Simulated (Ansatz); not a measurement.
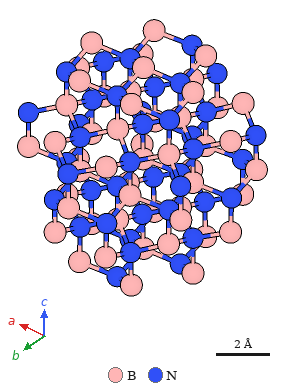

A defect cell of composition B$_{48}$N$_{47}$, before the relaxation. A ball-and-stick model of the atoms within 5.0 Å of the atom that moves most (axes of the cell of the calculation), seen from a free direction.

The calculation used Ansatz 0.2.0, DFT, PBEsol, PAW, plane waves.

Settings: plane-wave cutoff 420 eV; k-point mesh 1 × 1 × 1; mesh shifted by (0.25, 0.25, 0.25); collinear spin; atoms relaxed in a fixed cell; force threshold 0.03 eV/Å; at most 80 steps.

```xyz
95
Lattice="7.6230 0.0000 0.0000 0.0000 8.8023 0.0000 0.0000 0.0000 8.4066" Properties=species:S:1:pos:R:3 pbc="T T T"
B     0.0213    1.4597    8.3845
B     7.6080    1.4353    4.1882
B     2.5557    1.4696    8.3815
B     2.5211    1.4624    4.2260
B     1.2289    3.6827    8.3882
B     1.2613    3.6665    4.1902
B     0.0044    5.8780    8.3987
B     0.0228    5.8794    4.2070
B     5.0757    1.4784    0.0362
B     5.1077    1.4873    4.2125
B     3.8206    3.6707    8.3917
B     3.7794    3.6587    4.2074
B     2.5205    5.8346    8.4018
B     2.5147    5.8665    4.1794
B     1.2558    8.0439    0.0272
B     1.3006    8.0755    4.2008
B     6.3419    3.6338    8.3639
B     6.3374    3.6555    4.2084
B     5.0831    5.8711    0.0161
B     5.0886    5.8734    4.2105
B     3.8085    8.0923    8.4021
B     3.8219    8.0440    4.1899
B     6.3472    8.0651    0.0094
B     6.3670    8.0876    4.2032
B     1.2865    0.7245    2.1006
B     1.2710    0.7062    6.2812
B     0.0040    2.9426    2.1077
B     0.0180    2.9033    6.3084
B     3.8121    0.7311    2.1297
B     3.7985    0.7501    6.3228
B     2.5496    2.9497    2.1095
B     2.5310    2.9107    6.3057
B     1.2506    5.1528    2.1127
B     1.2739    5.1501    6.2962
B     0.0097    7.3216    2.1180
B     7.5861    7.3514    6.3158
B     6.3449    0.7087    2.0773
B     6.3670    0.7321    6.3203
B     5.0837    2.8944    2.1176
B     5.0631    2.9186    6.3365
B     3.8453    5.1681    2.0974
B     3.8280    5.0911    6.3120
B     2.5477    7.3225    2.1267
B     2.5593    7.3078    6.3161
B     6.3530    5.1657    2.0959
B     6.3518    5.1529    6.3109
B     5.0903    7.3170    2.1365
B     5.0910    7.3398    6.3076
N     7.6218    1.4418    1.6099
N     0.0317    1.4743    5.7482
N     2.5566    1.4727    1.5941
N     2.5355    1.4808    5.8123
N     1.2828    3.6957    1.5754
N     1.2355    3.6433    5.7610
N     0.0093    5.8710    1.6162
N     0.0045    5.8559    5.7637
N     5.0979    1.4527    1.5784
N     5.0616    1.4752    5.7898
N     3.8475    3.6932    1.5782
N     3.8224    3.6531    5.7602
N     2.5527    5.8816    1.5923
N     2.5204    5.8832    5.7923
N     1.2534    8.0937    1.5686
N     1.3042    8.0797    5.7497
N     6.3800    3.6425    1.5500
N     6.3711    3.6489    5.7860
N     5.0958    5.9014    1.5608
N     5.0680    5.8617    5.7739
N     3.8081    8.0588    1.5859
N     3.7982    8.0685    5.7740
N     6.3601    8.0824    1.5412
N     6.3662    8.0969    5.7813
N     1.2271    0.7342    3.6954
N     1.2771    0.7532    7.9019
N     0.0299    2.9217    3.7110
N     7.6165    2.9269    7.8786
N     3.8203    0.7584    3.6479
N     3.8135    0.7275    7.8723
N     2.5166    2.9580    3.6952
N     2.5662    2.9080    7.8726
N     1.2671    5.1561    3.6897
N     1.2566    5.1528    7.8864
N     7.6167    7.3140    3.7056
N     7.5902    7.3181    7.9000
N     6.3419    0.7186    3.6696
N     6.3755    0.7517    7.8740
N     5.0688    2.9620    3.7027
N     5.0932    2.9393    7.8638
N     3.7871    5.1268    7.8738
N     2.5574    7.3436    3.6685
N     2.5577    7.3506    7.8735
N     6.3438    5.1184    3.6663
N     6.3223    5.1227    7.8957
N     5.0639    7.3582    3.6563
N     5.0879    7.3538    7.8505
```

Q: Predict the outcome.

A: The largest move is that of B14, 0.11 Å along [0 −1 2]. By element the largest moves are B 0.11 Å, N 0.06 Å. The cell stays as it was. Among the contacts that change: B14–N62 1.613 → 1.532 Å, B36–N64 1.628 → 1.559 Å, B29–N77 1.518 → 1.574 Å, B7–N55 1.624 → 1.575 Å. Among the angles between lasting bonds that change: B14–N90–B43 108.3° → 113.0°, N79–B12–N87 111.8° → 107.3°, N62–B14–N81 109.3° → 113.6°. Over 5 geometry steps the energy falls by 1.861 eV per cell of the calculation. Largest force component: 2.3 eV/Å at the start, 0.018 eV/Å at the end. Cost: 6.8 s on 1 × NVIDIA GB200 with 8 threads of Arm Neoverse-V2, peak memory 1.8 GiB.

After the run, drawn alike:

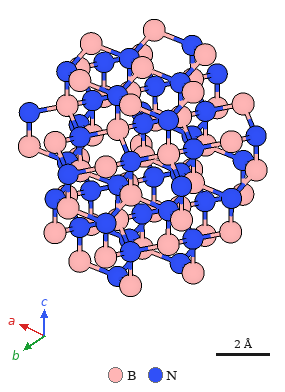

Limits of the set-up: the periodic images lie only 7.6 Å apart, so the values are limited by the cell's size.
